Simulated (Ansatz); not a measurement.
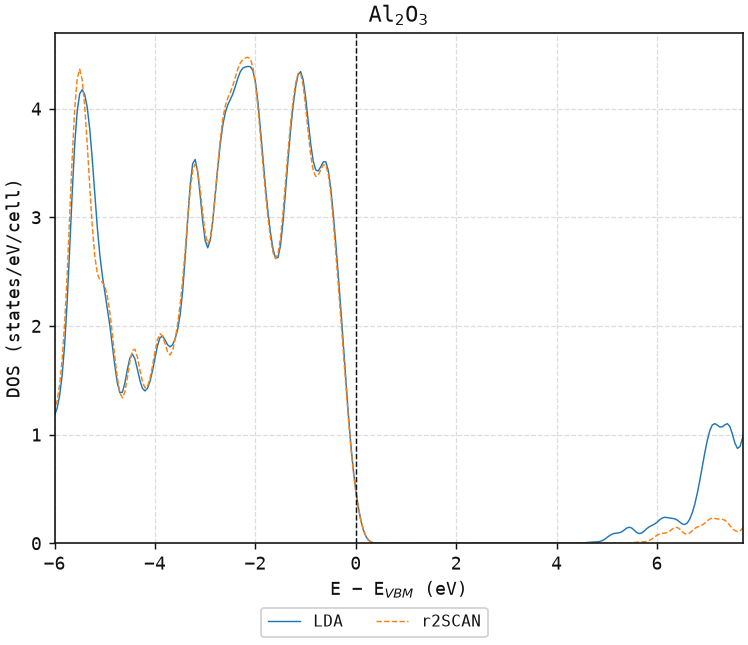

Total densities of states of Al₂O₃, space group P-3m1 (No. 164), 5 atoms in the cell, A-type La2O3 type, by two methods on the same cell. The curves are built from the levels of the k mesh with Gaussians 0.3 eV wide, which also blur the band edges. Each is counted from its own valence-band top.

Question: What changes from one method to the other?

Answer: LDA gives a gap of 4.72 eV and r2SCAN gives a gap of 5.65 eV.

Settings. LDA: DFT, LDA, plane waves, PAW, no spin polarisation, 12×12×4 k mesh, 420 eV cutoff (Ansatz). r2SCAN: DFT, r2SCAN, plane waves, PAW, no spin polarisation, 12×12×4 k mesh, 500 eV cutoff (Ansatz 0.2.0).
